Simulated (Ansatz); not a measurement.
## Geometry relaxation of Al₉N (part 3 of 3)

Al₉N (slab, 10 atoms in the cell); DFT PBEsol, scalar-relativistic, plane waves, PAW, no spin polarisation (Ansatz 0.2.0); cutoff 420 eV, 12×12×1 k-mesh, Gaussian smearing of 0.1 eV. The structure derives from a Materials Project entry. The input holds or restrains some coordinates. Forces given for the steps count only the free coordinates. It belongs to a series of runs on one base structure; here: N over the place (2/4, 1/4) of the surface cell, its height relaxed.

Geometry of the input (Å; fractional positions):
```
2.8363  0.0000  0.0000
-1.4181  2.4563  0.0000
0.0000  0.0000  37.6443
Al 0.3333  0.6667  0.2258
Al 0.0000  0.0000  0.2877
Al 0.6667  0.3333  0.3496
Al 0.0000  0.0000  0.4115
Al 0.3333  0.6667  0.4729
Al 0.0000  0.0000  0.5343
Al 0.6667  0.3333  0.5966
Al 0.0000  0.0000  0.6584
Al 0.3333  0.6667  0.7209
N  0.8333  0.9167  0.7602
```

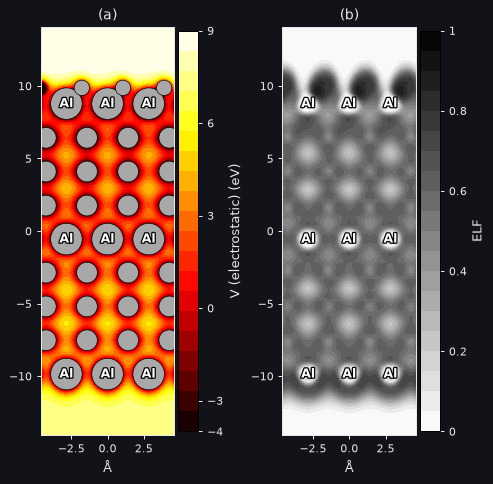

Figure 1. (a) electrostatic potential (local pseudopotential plus Hartree) felt by an electron; (b) electron localisation function on the (010) plane of the calculation cell, a cut from vacuum to vacuum. Grey discs, where drawn, cover atomic cores. The fields are those of the smooth PAW valence density.
